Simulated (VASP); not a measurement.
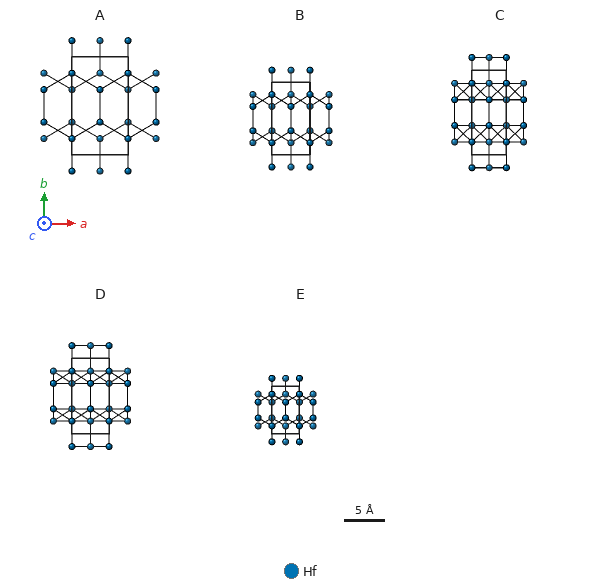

5 geometries from one relaxation of crystalline Hf (a generated structure, set up in Fmmm), in shuffled order. The picture is a ball-and-stick view of the conventional cell (4 times the calculation's cell), seen along the c axis. Lengths and directions refer to the drawn axes.

The run lets cell and atoms move.

These are results of Kohn-Sham DFT of a periodic cell, PBE, VASP PAW PBE potentials, recommended in VASP 6.6.1, not measurements. (plane-wave cutoff 600 eV; k-point mesh 6 × 6 × 6; occupations gaussian; smearing width 0.1 eV; no spin polarisation)

Question: Order the frames from highest to lowest energy.

Answer: E, A, D, B, C. They are steps 0, 1, 7, 8, 37, at +16.838 eV per cell of the calculation, +11.338 eV per cell of the calculation, +6.840 eV per cell of the calculation, +1.843 eV per cell of the calculation relative to the last. The largest moves relative to the cell, 0.15 Å, are those of Hf atoms. Cell: a 3.436 → 4.311 Å (+25.5 %), b 5.952 → 10.562 Å (+77.5 %), c 9.369 → 4.336 Å (−53.7 %). Volume +3.0 %. Among the contacts that change: Hf–Hf 3.436 → 5.704 Å, Hf–Hf 4.990 → 3.057 Å, Hf–Hf 4.788 → 2.989 Å, Hf–Hf 1.984 → 3.223 Å. New bonds form: Hf–Hf (4.79 → 2.99 Å), Hf–Hf (4.99 → 3.06 Å). Bond angles that change, for instance: Hf–Hf–Hf 120.0° → 92.7°, Hf–Hf–Hf 120.0° → 133.7°. The space group stays Fmmm (No. 69). The energy falls by 16.838 eV per cell of the calculation in 37 geometry steps. Largest force component: 0.086 eV/Å at the start, 0.0091 eV/Å at the end. The pressure goes from 94.45 to −0.09 GPa. It ran on 1 thread of Intel(R) Xeon(R) 6975P-C (Granite Rapids) (shared host).
